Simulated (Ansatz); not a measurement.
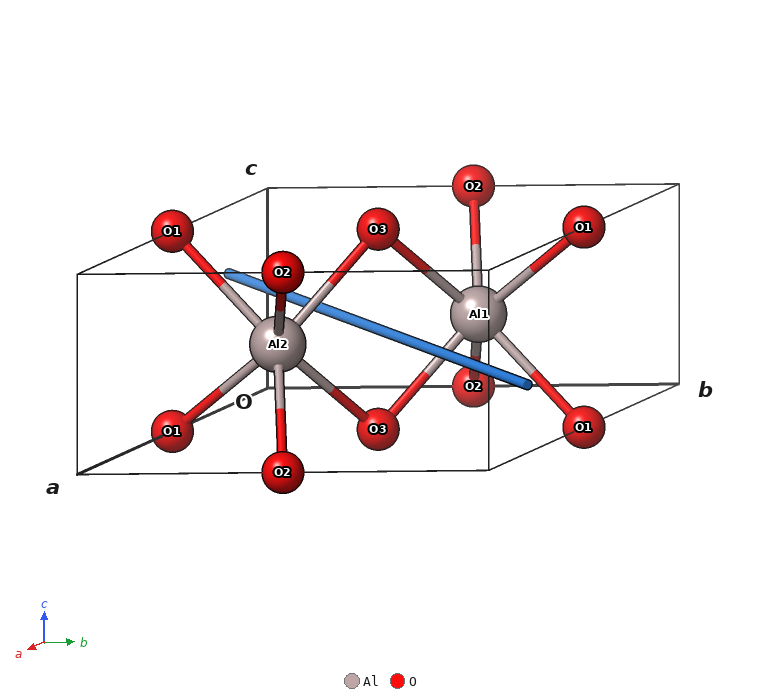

Crystal: Al2O3, the end point of a relaxation with DFT PBE, scalar-relativistic, plane waves, PAW in Ansatz; the starting structure was generated, so it need not be a known form of this composition. The coloured rod is the axis of a symmetry operation of the crystal. Symmetry computed with spglib at a tolerance of 0.002 Å; standard conventional cell.

a = 5.057 Å, b = 5.057 Å, c = 2.528 Å, α = 90.00°, β = 90.00°, γ = 120.00°.

```
atom       x       y       z
 Al1  0.3333  0.6667  0.5000
 Al2  0.6667  0.3333  0.5000
  O1  0.5000  0.0000  0.0000
  O2  0.0000  0.5000  0.0000
  O3  0.5000  0.5000  0.0000
```

Take the operation x, y, z → y, x, −z+1.

Question: What kind of operation is it, and where does it lie?

Answer: It is a 2-fold rotation, about the line along [1 1 0] through (1/2, 1/2, 1/2).

Question: Onto which atom does it carry each atom (up to whole multiples of a, b and c)?

Answer: Al1 → Al2, Al2 → Al1, O1 → O2, O2 → O1, O3 → O3.

Question: What is the crystal's space group?

Answer: P6/mmm, No. 191.
